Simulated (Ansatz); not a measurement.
Consider LiCl.

```yaml
crystal:
  lattice:
    - [2.66786, 2.66786, 0.00000]
    - [-2.79823, 2.79823, 0.00000]
    - [0.00000, 0.00000, 5.46609]
  atoms:
    - { symbol: Li, position: [0.50000, 0.50000, 0.49548] }
    - { symbol: Li, position: [0.00000, 0.00000, 0.99548] }
    - { symbol: Cl, position: [0.50000, 0.00000, 0.25452] }
    - { symbol: Cl, position: [0.00000, 0.50000, 0.75452] }
```

Space group Imm2; started from the zincblende prototype, which need not be the ambient phase; changed on purpose from its base cell (shear xy strain -4.8%).

Method: DFT, r2SCAN, plane waves, PAW (Ansatz).

Q: Predict the valence pseudo-density and electron localisation function between the atoms.

A: Li–Cl (2.38 Å): the density is about 0.32 e/Å³ at the midpoint; the ELF peaks at about 0.90 in the valence shell of Cl, 0.9 Å from its nucleus, and falls to about 0 next to Li: a largely ionic contact.

Q: Does the calculation give a band gap?

A: It is gapped, with a Kohn–Sham gap of 6.6 eV on the k-point mesh, an upper bound to the gap of this method.

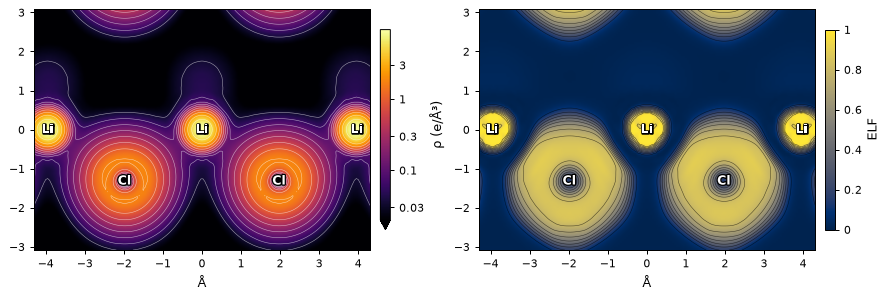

Computed valence pseudo-density and electron localisation function on the (100) plane of the conventional cell, in this order. 

In a PAW calculation such maps are meaningful between the atoms, not at the nuclei.
